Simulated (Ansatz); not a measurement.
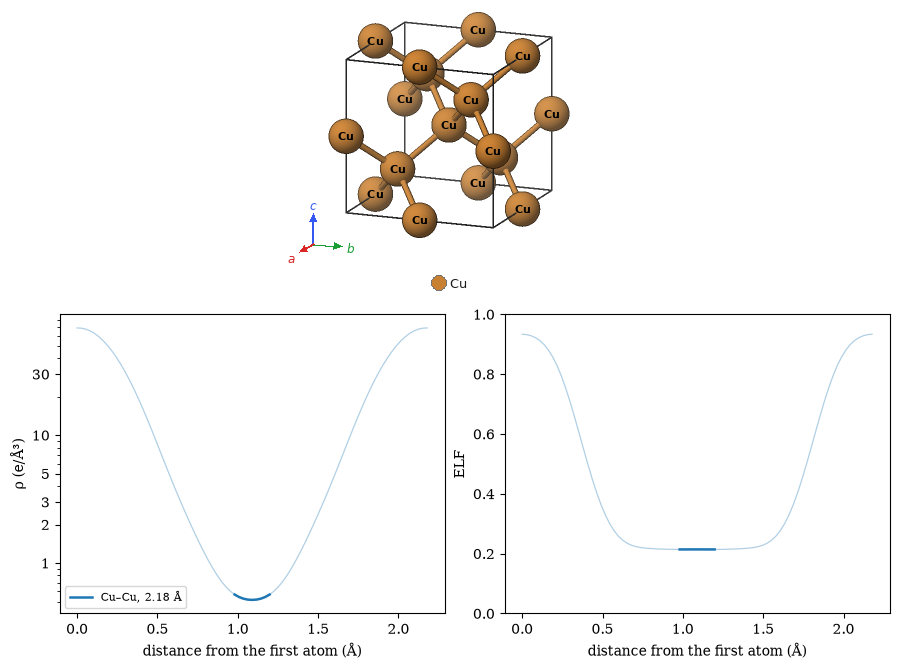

*Cu. Valence pseudo-density and ELF along straight lines between neighbouring atoms. Thin, pale parts lie inside the atomic spheres. The structure is drawn too.*

Space group Fd-3m; set up as Cu, diamond; a generated structure, not necessarily the stable one; changed on purpose from its base cell (volume × 0.88); computed pressure about 12 GPa in this cell; computed without spin polarisation.

These are results of DFT, r2SCAN, plane waves (500 eV) with PAW, scalar-relativistic in Ansatz 0.2.0, not measurements.

Core electrons are frozen (PAW), and the valence fields are smoothed inside the atomic spheres.

Input

```
crystal:
  lattice:
    - [0.0, 2.5150691244, 2.5150691244]
    - [2.5150691244, 0.0, 2.5150691244]
    - [2.5150691244, 2.5150691244, 0.0]
  atoms:
    - { symbol: Cu, position: [0.125, 0.125, 0.125] }
    - { symbol: Cu, position: [0.875, 0.875, 0.875] }
hamiltonian:
  xc: r2scan
  pseudopotentials:
    kind: paw
    azcp:
      Cu: "pseudopotentials/Cu.paw.azcp"
basis:
  ecutwfc: 500
  fft_grid_basis: typed
kpoints:
  mp_grid: { grid: [12, 12, 12], shift: [0, 0, 0] }
magnetization:
  spin_polarized: false
scf:
  occupations: { method: fermi_dirac, width: 0.1 }
  lower_state_search: "off"
output:
  stress: true
  write_density: true
  write_potential: true
  elf: true
  volumetric_format: npy
```

Launched as:

```sh
ansatz run input.yaml --threads 1 --pin off --max-ram 3584MiB --backend cpu --events-out ev --progress --plain --runs-dir out
```

Below, planes, directions and counts refer to the conventional cell (a = 5.03 Å, b = 5.03 Å, c = 5.03 Å, α = 90.00°, β = 90.00°, γ = 90.00°).

**What can be read from the curves?**

Cu–Cu (2.18 Å): ρ is about 0.52 e/Å³ halfway; the ELF is about 0.20 at the midpoint; no localised pair shows between them.
